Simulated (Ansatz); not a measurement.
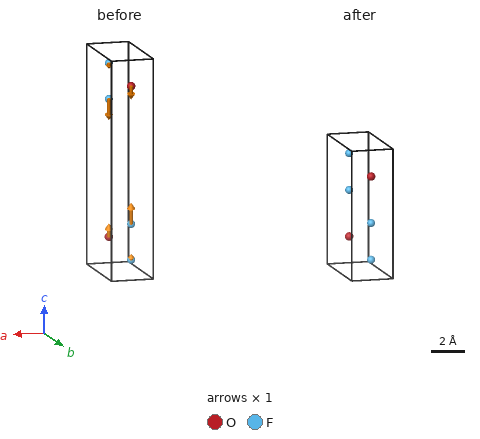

The structure of crystalline OF2 (built on the MoS2-164 type type) before (left) and after (right) a relaxation, at one scale. The orange arrows give the displacements (the part carried along by the change of the cell is left out), at their true length.

A ball-and-stick model of the cell of the calculation, seen from a free direction.

The calculation used DFT, r2SCAN+rVV10, plane waves, PAW in Ansatz 0.2.0. Settings: plane-wave cutoff 500 eV; k-point mesh 12 × 12 × 2; occupations fermi dirac; smearing width 0.03 eV; no spin polarisation; cell and atoms relaxed; force threshold 0.01 eV/Å; at most 120 steps.

What changed between the two?

The largest moves relative to the cell, 1.55 Å, are those of F atoms. Largest moves by element: F 1.55 Å, O 0.98 Å. The drawn cell changes as follows: a = b 2.630 → 2.590 Å (−1.5 %), c 15.983 → 9.423 Å (−41.0 %); the volume changes by −42.9 %. The space group (tolerance 0.01 Å) goes from P-3m1 (No. 164) to P6_3/mmc (No. 194). After 23 accepted moves (27 points after the start) the energy has fallen by 29.7 meV per atom. The largest force component goes from 0.16 to 0.00056 eV/Å. The pressure goes from −0.36 to 0.00 GPa. The line search rejected the trial steps at points 11, 21 of the run. At 2 points the geometry stayed and the basis and grid were re-selected for the new cell (energy shift of 5.1 meV per atom at most each time).
